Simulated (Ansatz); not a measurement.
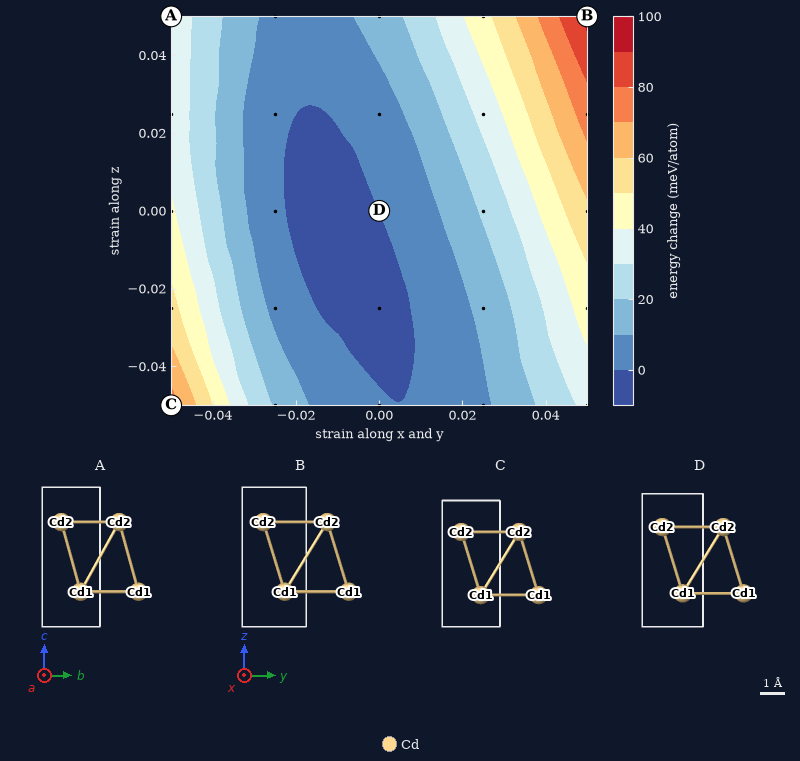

A scan of crystalline Cd (P6_3/mmc): the cell is strained equally along x and y and separately along z, with the atoms kept at their fractional coordinates. x, y and z are the Cartesian axes of the input. The map is interpolated between the computed points (dots). The lettered frames are marked on it. The picture is a ball-and-stick view of the cell of the calculation, repeated 2 × 2 × 1 with one cell outlined, seen along the a axis.

These are results of Ansatz 0.2.0, DFT PBEsol, scalar-relativistic, plane waves, PAW, not measurements. (plane-wave cutoff 420 eV; k-point mesh 18 × 18 × 8; occupations gaussian; smearing width 0.15 eV; no spin polarisation). Energies (free energies at the smearing named) are counted from the cell as listed in its source, which wasn't relaxed.

**Describe the energy landscape.**

In pairs of (strain along x and y; strain along z): the lowest computed point lies at (0.000, −0.025) (−2.1 meV/atom), the highest at (0.050, 0.050) (92.7 meV/atom). The valley is tilted: raising the in-plane strain is made harder by raising the strain along z (cross term 0.69 of the geometric mean of the two curvatures). Over the ranges scanned the energy rises more along the first axis, the in-plane strain. The pressure runs from −6.2 GPa at (0.050, 0.050) to 11.3 GPa at (−0.050, −0.050). The frames lie at A (−0.050, 0.050): 36.1 meV/atom, B (0.050, 0.050): 92.7 meV/atom, C (−0.050, −0.050): 74.0 meV/atom, D (0.000, 0.000): 0.0 meV/atom.

The computed points:

Rows: strain along x and y; columns: strain along z; values in meV/atom.

|  | −0.050 | −0.025 | 0.000 | 0.025 | 0.050 |
| --- | --- | --- | --- | --- | --- |
| −0.050 | 74.0 | 53.2 | 41.3 | 36.3 | 36.1 |
| −0.025 | 18.8 | 7.5 | 1.8 | 2.1 | 7.2 |
| 0.000 | 0.5 | −2.1 | 0.0 | 5.4 | 14.4 |
| 0.025 | 8.2 | 12.5 | 21.2 | 33.0 | 46.8 |
| 0.050 | 32.5 | 44.2 | 58.1 | 74.5 | 92.7 |
